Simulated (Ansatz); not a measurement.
Geometry relaxation, with input and output: VO₂ (part 1 of 3)

- system: VO₂ (slab, 24 atoms in the cell)
- method: DFT PBE, scalar-relativistic, plane waves, PAW, spin-polarised (Ansatz 0.2.0)

The structure derives from an entry of the Crystallography Open Database. It belongs to a series of runs on one base structure; here: (1 1 0) slab, atoms relaxed.

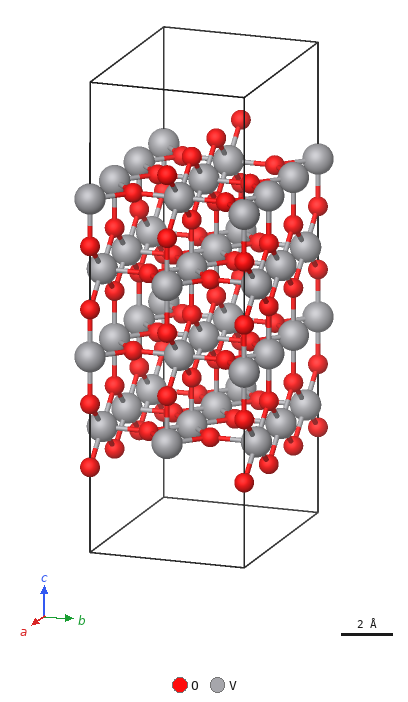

*The structure as given in the input (ball-and-stick view of the 3 × 1 repeat of the cell, with the vacuum cut short, seen slightly off an axis).*

Near neighbours in the crystal (not all of them lie inside the picture): O has 2 V at 1.92 Å; V has 5 O at 1.92 to 1.94 Å; V has 6 O at 1.92 to 1.94 Å; O has 3 V at 1.92 to 1.94 Å.

**Key numbers**

| quantity | value |
| --- | --- |
| outcome | converged |
| electrons treated | 200 |
| free energy | −32394.6343 eV |
| work function, top face | 5.44 eV |
| work function, bottom face | 5.44 eV |
| Fermi energy | 2.412 eV |
| gap on the k-point mesh | none (metallic) |
| net moment of the cell | 8.00 μB |
| integrated absolute moment | 9.69 μB |
| final volume | 502.58 Å³ |
| work function (upper face) | 5.44 eV |
| largest force (length of the vector) at the end | 0.012 eV/Å |
| hardware | 4 threads of Intel Xeon (Sapphire Rapids), 192 GiB of memory available, shared host |
| wall time | 17 min (CPU time 64 min) |
| peak memory | 3.3 GiB |

**Remarks**

Warnings of the run: the exchange-correlation potential is rough where the density is thin.

**Input**
```yaml
crystal:
  lattice:
    - [2.8383680537, 0.0, 0.0]
    - [0.0, 6.4821129199, 0.0]
    - [0.0, 0.0, 27.3161072223]
  atoms:
    - { symbol: O, position: [0.0, 0.0, 0.2745632802] }
    - { symbol: V, position: [0.0, 0.5, 0.3220249814], spin: 0.92 }
    - { symbol: V, position: [0.5, 0.0, 0.3220249814], spin: 0.92 }
    - { symbol: O, position: [0.5, 0.2999928515, 0.3220249814] }
    - { symbol: O, position: [0.5, 0.7000071485, 0.3220249814] }
    - { symbol: O, position: [0.0, 0.0, 0.3694866827] }
    - { symbol: O, position: [0.0, 0.5, 0.3932132925] }
    - { symbol: V, position: [0.0, 0.0, 0.4406749938], spin: 0.92 }
    - { symbol: V, position: [0.5, 0.5, 0.4406749938], spin: 0.92 }
    - { symbol: O, position: [0.5, 0.7999928515, 0.4406749938] }
    - { symbol: O, position: [0.5, 0.2000071485, 0.4406749938] }
    - { symbol: O, position: [0.0, 0.5, 0.4881366951] }
    - { symbol: O, position: [0.0, 0.0, 0.5118633049] }
    - { symbol: V, position: [0.0, 0.5, 0.5593250062], spin: 0.92 }
    - { symbol: V, position: [0.5, 0.0, 0.5593250062], spin: 0.92 }
    - { symbol: O, position: [0.5, 0.2999928515, 0.5593250062] }
    - { symbol: O, position: [0.5, 0.7000071485, 0.5593250062] }
    - { symbol: O, position: [0.0, 0.0, 0.6067867075] }
    - { symbol: O, position: [0.0, 0.5, 0.6305133173] }
    - { symbol: V, position: [0.0, 0.0, 0.6779750186], spin: 0.92 }
    - { symbol: V, position: [0.5, 0.5, 0.6779750186], spin: 0.92 }
    - { symbol: O, position: [0.5, 0.7999928515, 0.6779750186] }
    - { symbol: O, position: [0.5, 0.2000071485, 0.6779750186] }
    - { symbol: O, position: [0.0, 0.5, 0.7254367198] }
basis:
  ecutwfc: 420
kpoints:
  mp_grid: { grid: [12, 6, 1] }
hamiltonian:
  xc: pbe
scf:
  occupations: { method: gaussian, width: 0.1 }
output:
  forces: true
  eigenvalues: true
  populations: true
  write_density: true
  write_potential: true
  elf: true
  volumetric_format: npy
magnetization:
  spin_polarized: true
relax:
  adjacent_minimum: "off"
  f_tol: 0.02
  max_steps: 60
efield:
  axis: 3
  dipole_correction: true
  ramp_width: 0.04
checkpoint:
  read: start.run
  write: ck
  compress: false
  write_wavefunctions: false
  write_every: 100000
```

Launched with:
```bash
ansatz run input.yaml --threads 4 --pin off --max-ram 8192MiB --backend cpu --events-out ev --progress --plain --runs-dir out
```

**Output**
```
Engine: ansatz 0.2.0, x86_64-unknown-linux-gnu
Pseudopotentials: kind: paw
Pseudopotential: O, paw, valence charge 6, recommended cutoff 420 eV (normal), O.paw.azcp
Pseudopotential: V, paw, valence charge 13, recommended cutoff 420 eV (normal), V.paw.azcp
Functional definition: PBE
  parameter kappa = 0.804
  parameter beta = 0.06672455060314922
  exchange = pbe_x(kappa = kappa, mu = beta*pi^2/3)
  correlation = pbe_c(beta = beta)
Crystal: 24 atoms, lattice volume = 502.579 Å³
Basis set: ecut = 420 eV, 9839 PW (Γ), exchange–correlation on 40×90×384 points (8 copies of the dense FFT grid, shifted against one another)
Bands: 128, of which v1, the nominal top of the filled ones, is band 100 counted from 1 (99 counted from 0)
Symmetry: 4 space group operations
k-points: 28 of 72
Non-local potential: O, projectors of the file, l = 0: 2, l = 1: 2, l = 2: 1
Non-local potential: V, projectors of the file, l = 0: 3, l = 1: 2, l = 2: 3, l = 3: 1
PAW form: soft (Blöchl's): semilocal exchange-correlation on the pseudo side does not see the compensation charge
PAW one-centre angular grid: O, 110 points (default); XC on 64 Gauss nodes
PAW one-centre angular grid: V, 590 points (default); XC on 64 Gauss nodes
Initial density: read from a saved state, or passed on in memory by an earlier SCF of this step, an earlier step, the calling program or the single point that the run made first
Stability of the state it starts from, as read at its close in the collinear treatment: not read negative (Ritz values of 1 − χ₀K, real part plus size of imaginary part, from 0.53 to 0.60, by its mixing steps under the symmetry group of the SCF that read it); its run was given moments
Starting moments: Σ|m| = 7.36 μB on 8 of 24 sites; this step starts from the density that it was given
Initial wavefunctions: pseudopotential atomic-orbital guess
Functional: x = pbe(κ = 0.804, μ = 0.2195149727645171), c = pbe(β = 0.06672455060314922)
iter 1 solved again at ethr=7.51e-7 eV; its pass at ethr=3.10e-3 eV (dr2=1.50e-3 eV) is discarded
SCF iter   1: F=—  HF=-32392.426389 eV  |F-HF|=—  |Δ(HF+E_count)|=         —  Δρ=1.65e-6 (↑1.65e-6 ↓1.03e-6)  dr2=3.35e-8  dr2_m=3.13e-9  M=7.999 μB ∫|m|=9.842 μB  β_m=1.20  ethr=7.51e-7  p=0.000 e·Å  D=5.60e-8 V/Å  ΔV_dip=-0.00 eV  dr2_dipole=2.21e-12  V_vac-E_F(+/−)=5.52/5.52 eV  ⟨swp⟩=4.5  Hψ=50338  notcnv=0
efield: sawtooth ramp at fractional position 0.9800 (handed on by an earlier solve), width 0.0400; the density the first Hamiltonian is built on has a dipole p = 0.000 e·Å; the dipole correction subtracts the counter field D = 5.60e-8 V/Å, which shifts the + side's vacuum level by -0.00 eV against the − side's; the planar-averaged density in the ramp window peaks in size at 9.0e-7 e/Å³
eigensolver tolerance schedule: the retry pair's looser diagonalisation over-reported the residual by 44871.90 of it (diagonalisation noise at an unbounded share of the residual, at the tolerance the schedule requests for it); recorded, not acted on — ethr = c·dr2/N_el stays at c = 1.0e-1
preconditioner: auto → LDOS  [metal: Δε(μ)=0.025 eV  Ē_g=9.155 eV  σ=0.100 eV  W_gap=0.14  n_scr=94 (ndim 8)  ℏωp=19.3 eV  f_vac=0.506  D(μ)=12.56/eV (n_scr^D=66)]
spin=Collinear: LDOS preconditioning applied to the charge; magnetization (m = ρ↑ − ρ↓) channel mixes plain (no charge-response kernel on spin).
SCF iter   2: F=—  HF=-32392.426482 eV  |F-HF|=—  |Δ(HF+E_count)|=   9.29e-5  Δρ=9.09e-7 (↑7.93e-7 ↓9.09e-7)  dr2=1.67e-8  dr2_m=5.29e-10  M=7.999 μB ∫|m|=9.842 μB  β_m=0.28  ethr=1.67e-11  p=0.000 e·Å  D=8.78e-9 V/Å  ΔV_dip=-0.00 eV  dr2_dipole=2.57e-12  V_vac-E_F(+/−)=5.52/5.52 eV  ⟨swp⟩=15.4  Hψ=56490  notcnv=0
density mixer auto → msr1: a metal under ldos (density of states about μ 1.61 of a free-electron gas's, 94 screened modes)
SCF iter   3: F=-32392.426482 eV  HF=-32392.426482 eV  |F-HF|=6.47e-9  |Δ(HF+E_count)|=  6.18e-11  Δρ=6.04e-7 (↑5.56e-7 ↓6.04e-7)  dr2=8.96e-9  dr2_m=2.98e-10  M=7.999 μB ∫|m|=9.842 μB  ethr=8.37e-12  p=-0.000 e·Å  D=-5.77e-9 V/Å  ΔV_dip=0.00 eV  dr2_dipole=3.72e-12  V_vac-E_F(+/−)=5.52/5.52 eV  ⟨swp⟩=6.0  Hψ=35442  notcnv=0
SCF 1 converged in 3 iterations: F = -32392.426482 eV  dr2 = 8.96e-9
  greatest PAW one-centre occupation: 1.000 electrons in one spin orbital (limit 2), on the V atom at site 2 (counted from 0), in its partial waves of l = 0
relax step   1: F+E_penalty+E_count = -32392.42648153 eV  Δ(F+E_penalty+E_count) = +0.000e0 eV  max|allowed force component| = 3.290e0 eV/Å  Δτ_max = 0.0000 Å  (3 SCF iters, accepted)
Initial density: handed on by an earlier stage of this run
Initial wavefunctions: those handed on with the density
iter 1 solved again at ethr=5.07e-4 eV; its pass at ethr=3.10e-3 eV (dr2=1.01e0 eV) is discarded
SCF iter   1: F=—  HF=-32393.489322 eV  |F-HF|=—  |Δ(HF+E_count)|=         —  Δρ=9.41e-3 (↑9.41e-3 ↓4.19e-3)  dr2=9.88e-1  dr2_m=1.17e-1  M=7.998 μB ∫|m|=9.794 μB  β_m=1.20  ethr=5.07e-4  p=-0.000 e·Å  D=-5.77e-9 V/Å  ΔV_dip=0.00 eV  dr2_dipole=7.04e-12  V_vac-E_F(+/−)=5.47/5.47 eV  ⟨swp⟩=1.0  Hψ=23482  notcnv=0  defer=723
efield: sawtooth ramp at fractional position 0.9800 (handed on by an earlier solve), width 0.0400; the density the first Hamiltonian is built on has a dipole p = -0.000 e·Å; the dipole correction subtracts the counter field D = -5.77e-9 V/Å, which shifts the + side's vacuum level by +0.00 eV against the − side's; the planar-averaged density in the ramp window peaks in size at 4.2e-6 e/Å³
preconditioner: auto → LDOS  [metal: Δε(μ)=0.001 eV  Ē_g=9.263 eV  σ=0.100 eV  W_gap=0.01  n_scr=94 (ndim 8)  ℏωp=19.3 eV  f_vac=0.507  D(μ)=11.07/eV (n_scr^D=56)]
spin=Collinear: LDOS preconditioning applied to the charge; magnetization (m = ρ↑ − ρ↓) channel mixes plain (no charge-response kernel on spin).
SCF iter   2: F=—  HF=-32393.487470 eV  |F-HF|=—  |Δ(HF+E_count)|=   1.85e-3  Δρ=5.39e-3 (↑5.39e-3 ↓4.34e-3)  dr2=1.23e0  dr2_m=3.31e-3  M=7.999 μB ∫|m|=9.792 μB  β_m=0.37  ethr=4.94e-4  p=0.000 e·Å  D=9.66e-6 V/Å  ΔV_dip=-0.00 eV  dr2_dipole=1.05e-8  V_vac-E_F(+/−)=5.48/5.48 eV  ⟨swp⟩=2.1  Hψ=7126  notcnv=0  defer=723
density mixer auto → msr1: a metal under ldos (density of states about μ 1.58 of a free-electron gas's, 94 screened modes)
SCF iter   3: F=—  HF=-32393.479768 eV  |F-HF|=—  |Δ(HF+E_count)|=   7.70e-3  Δρ=3.68e-3 (↑3.68e-3 ↓3.08e-3)  dr2=6.50e-1  dr2_m=1.25e-3  M=7.998 μB ∫|m|=9.794 μB  β_m=0.58  ethr=4.94e-4  p=0.000 e·Å  D=1.19e-5 V/Å  ΔV_dip=-0.00 eV  dr2_dipole=1.39e-8  V_vac-E_F(+/−)=5.48/5.48 eV  ⟨swp⟩=1.2  Hψ=6397  notcnv=0  defer=721
SCF iter   4: F=—  HF=-32393.467727 eV  |F-HF|=—  |Δ(HF+E_count)|=   1.20e-2  Δρ=1.16e-3 (↑1.11e-3 ↓1.16e-3)  dr2=2.17e-3  dr2_m=5.45e-3  M=7.995 μB ∫|m|=9.789 μB  β_m=0.77  ethr=3.25e-4  p=0.000 e·Å  D=2.66e-6 V/Å  ΔV_dip=-0.00 eV  dr2_dipole=5.38e-11  V_vac-E_F(+/−)=5.45/5.45 eV  ⟨swp⟩=1.8  Hψ=6643  notcnv=0  defer=721
SCF iter   5: F=—  HF=-32393.476568 eV  |F-HF|=—  |Δ(HF+E_count)|=   8.84e-3  Δρ=1.37e-3 (↑1.37e-3 ↓4.30e-4)  dr2=2.01e-2  dr2_m=3.10e-3  M=7.996 μB ∫|m|=9.778 μB  β_m=0.77  ethr=1.08e-6  p=0.000 e·Å  D=8.61e-6 V/Å  ΔV_dip=-0.00 eV  dr2_dipole=6.18e-10  V_vac-E_F(+/−)=5.50/5.50 eV  ⟨swp⟩=3.0  Hψ=15518  notcnv=0  defer=832
SCF iter   6: F=—  HF=-32393.476847 eV  |F-HF|=—  |Δ(HF+E_count)|=   2.79e-4  Δρ=6.71e-4 (↑6.71e-4 ↓3.41e-4)  dr2=7.28e-3  dr2_m=2.17e-4  M=7.997 μB ∫|m|=9.776 μB  β_m=0.74  ethr=1.08e-6  p=-0.000 e·Å  D=-8.88e-6 V/Å  ΔV_dip=0.00 eV  dr2_dipole=9.56e-10  V_vac-E_F(+/−)=5.47/5.47 eV  ⟨swp⟩=2.8  Hψ=11845  notcnv=0  defer=832
SCF iter   7: F=—  HF=-32393.476469 eV  |F-HF|=—  |Δ(HF+E_count)|=   3.78e-4  Δρ=2.06e-4 (↑2.06e-4 ↓1.93e-4)  dr2=1.43e-3  dr2_m=1.03e-5  M=7.998 μB ∫|m|=9.774 μB  β_m=0.72  ethr=1.08e-6  p=0.000 e·Å  D=2.01e-6 V/Å  ΔV_dip=-0.00 eV  dr2_dipole=5.57e-10  V_vac-E_F(+/−)=5.48/5.48 eV  ⟨swp⟩=2.0  Hψ=9650  notcnv=0  defer=832
SCF iter   8: F=—  HF=-32393.476460 eV  |F-HF|=—  |Δ(HF+E_count)|=   8.83e-6  Δρ=1.31e-4 (↑9.99e-5 ↓1.31e-4)  dr2=1.49e-4  dr2_m=4.08e-5  M=7.997 μB ∫|m|=9.775 μB  β_m=0.77  ethr=7.14e-7  p=0.000 e·Å  D=1.69e-6 V/Å  ΔV_dip=-0.00 eV  dr2_dipole=7.12e-11  V_vac-E_F(+/−)=5.49/5.49 eV  ⟨swp⟩=1.9  Hψ=7527  notcnv=0  defer=834
SCF iter   9: F=—  HF=-32393.476498 eV  |F-HF|=—  |Δ(HF+E_count)|=   3.78e-5  Δρ=1.21e-4 (↑1.21e-4 ↓6.09e-5)  dr2=7.93e-5  dr2_m=3.35e-5  M=7.998 μB ∫|m|=9.775 μB  β_m=0.89  ethr=5.00e-8  p=-0.000 e·Å  D=-8.38e-7 V/Å  ΔV_dip=0.00 eV  dr2_dipole=2.56e-10  V_vac-E_F(+/−)=5.49/5.49 eV  ⟨swp⟩=17.3  Hψ=67205  notcnv=0
SCF iter  10: F=-32393.476450 eV  HF=-32393.476522 eV  |F-HF|=7.25e-5  |Δ(HF+E_count)|=   2.46e-5  Δρ=8.01e-5 (↑8.01e-5 ↓4.94e-5)  dr2=8.32e-5  dr2_m=5.22e-6  M=7.998 μB ∫|m|=9.775 μB  ethr=3.97e-8  p=0.000 e·Å  D=3.42e-6 V/Å  ΔV_dip=-0.00 eV  dr2_dipole=1.52e-9  V_vac-E_F(+/−)=5.49/5.49 eV  ⟨swp⟩=13.2  Hψ=67460  notcnv=0
SCF 2 converged in 10 iterations: F = -32393.476450 eV  dr2 = 8.32e-5
relax step   2: F+E_penalty+E_count = -32393.47644984 eV  Δ(F+E_penalty+E_count) = -1.050e0 eV  max|allowed force component| = 2.410e0 eV/Å  Δτ_max = 0.0936 Å  (10 SCF iters, dr2 threshold 1.00e-4 eV, accepted)
[... from here on the SCF iterations and repeated set-up lines of each step are left out, up to the last step ...]
SCF 3 converged in 11 iterations: F = -32394.182141 eV  dr2 = 9.27e-5
relax step   3: F+E_penalty+E_count = -32394.18214079 eV  Δ(F+E_penalty+E_count) = -7.057e-1 eV  max|allowed force component| = 2.648e0 eV/Å  Δτ_max = 0.1950 Å  (11 SCF iters, dr2 threshold 1.00e-4 eV, accepted)
SCF 4 converged in 9 iterations: F = -32394.588519 eV  dr2 = 3.17e-5
relax step   4: F+E_penalty+E_count = -32394.58851874 eV  Δ(F+E_penalty+E_count) = -4.064e-1 eV  max|allowed force component| = 6.705e-1 eV/Å  Δτ_max = 0.2000 Å  (9 SCF iters, dr2 threshold 1.00e-4 eV, accepted)
SCF 5 converged in 8 iterations: F = -32394.628453 eV  dr2 = 8.09e-6
relax step   5: F+E_penalty+E_count = -32394.62845266 eV  Δ(F+E_penalty+E_count) = -3.993e-2 eV  max|allowed force component| = 2.161e-1 eV/Å  Δτ_max = 0.0640 Å  (8 SCF iters, dr2 threshold 2.88e-5 eV, accepted)
SCF 6 converged in 9 iterations: F = -32394.633178 eV  dr2 = 7.58e-7
relax step   6: F+E_penalty+E_count = -32394.63317787 eV  Δ(F+E_penalty+E_count) = -4.725e-3 eV  max|allowed force component| = 4.199e-2 eV/Å  Δτ_max = 0.0416 Å  (9 SCF iters, dr2 threshold 2.99e-6 eV, accepted)
```
